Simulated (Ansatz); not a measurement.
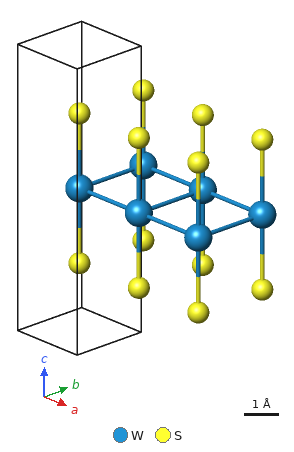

This is the input geometry for a relaxation of crystalline WS2 (a generated structure, set up in P4/mmm). A ball-and-stick model of the cell of the calculation, repeated 3 × 2 × 1 with one cell outlined, seen from a free direction.

Method: DFT PBE, scalar-relativistic, plane waves, PAW in Ansatz.

Input
```yaml
crystal:
  lattice:
    - [2.6018176784, 0.0, 0.0]
    - [0.0, 2.6018176784, 0.0]
    - [0.0, 0.0, 9.2367743095]
  atoms:
    - { symbol: W, position: [0.5, 0.5, 0.5] }
    - { symbol: S, position: [0.5, 0.5, 0.7618805121] }
    - { symbol: S, position: [0.5, 0.5, 0.2381194879] }
basis:
  ecutwfc: 420
kpoints:
  mp_grid: { grid: [18, 18, 6] }
hamiltonian:
  xc: pbe
scf:
  occupations: { method: gaussian, width: 0.1 }
output:
  forces: true
  stress: true
  eigenvalues: true
  write_density: true
  write_potential: true
  elf: true
  volumetric_format: npy
relax:
  adjacent_minimum: "off"
  f_tol: 0.01
  max_steps: 80
  cell: { stress_tol: 0.05 }
```

Command:
```bash
ansatz run input.yaml --threads 1 --pin off --max-ram 2048MiB --backend cpu --events-out ev --progress --plain --runs-dir out
```

> Predict the outcome.

After 2 accepted moves (3 points after the start) the energy has fallen by 2.8 meV per atom. The largest force component goes from 0.24 to 0.003 eV/Å. The pressure goes from 0.94 to −0.04 GPa. At 1 point the geometry stayed and the basis and grid were re-selected for the new cell (energy shift of less than 0.05 meV per atom at most each time). The largest moves relative to the cell, 0.035 Å, are those of S2 and S3. S3 goes along −c. W stays in place. Cell: a = b 2.602 → 2.592 Å (−0.4 %), c 9.237 → 9.234 Å (0.0 %). Volume −0.8 %. Some distances before and after: W1–S2 2.419 → 2.453 Å, W1–W1 2.602 → 2.592 Å. The space group stays P4/mmm (No. 123). The run took 59 s on 1 thread of Arm Neoverse V1, on a shared host, peak memory 0.48 GiB.

Final geometry:

```
CELL_PARAMETERS angstrom
2.59173 0.00000 0.00000
0.00000 2.59173 0.00000
0.00000 0.00000 9.23417
ATOMIC_POSITIONS crystal
W 0.50000 0.50000 0.50000
S 0.50000 0.50000 0.76566
S 0.50000 0.50000 0.23434
```
